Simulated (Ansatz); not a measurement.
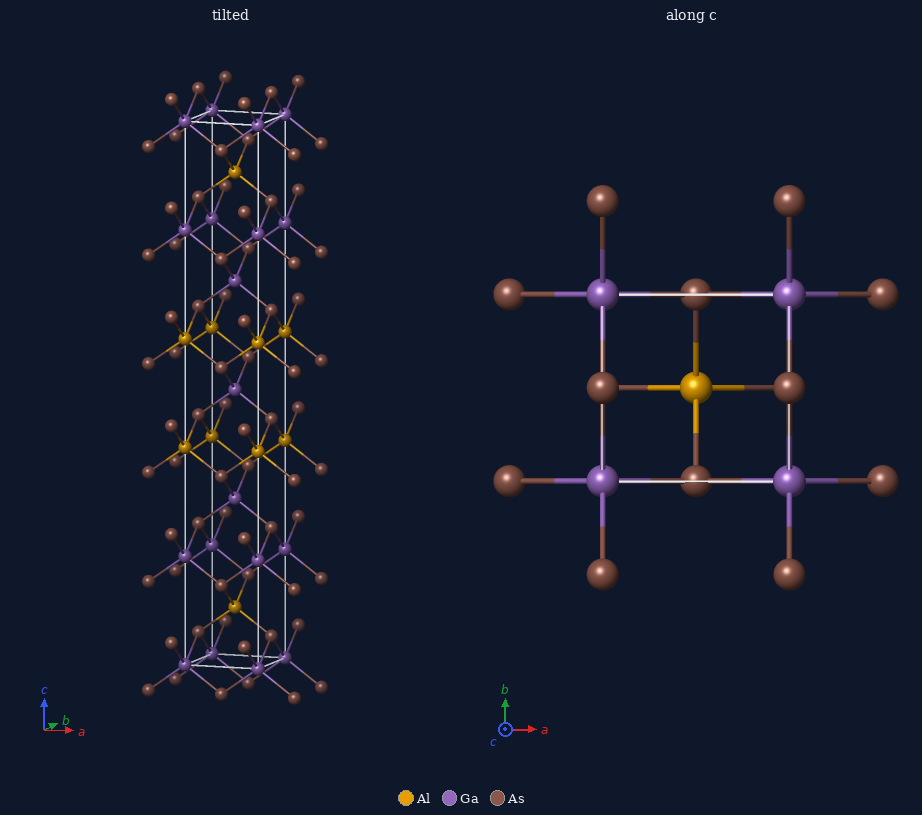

Shown here is a ball-and-stick view of the crystal, taken slightly off an axis and along the c axis. Atoms at the boundary of the conventional unit cell (the box) are drawn once for each face, edge or corner they touch. Some atoms of the next cells are drawn as well.

Al$_{2}$Ga$_{3}$As$_{5}$, space group I-4m2 (No. 119), a = 4.06 Å, b = 4.06 Å, c = 28.69 Å, α = 90.00°, β = 90.00°, γ = 90.00°.

Setup: DFT PBE, scalar-relativistic, plane waves, PAW (Ansatz); an energy cutoff of 420 eV, k-points about 0.22 Å⁻¹ apart, Gaussian smearing of 0.02 eV, no spin polarisation.

**Metal, semiconductor or insulator?**

A semiconductor at this level, with a gap of 0.73 eV on the k-mesh (the true edges may lie between mesh points, so the gap can be somewhat smaller).

It derives from a structure type filled with these elements by a generator (whether the compound takes this form wasn't checked). The structure drawn was relaxed with DFT PBE, scalar-relativistic, plane waves, PAW in Ansatz 0.2.0.
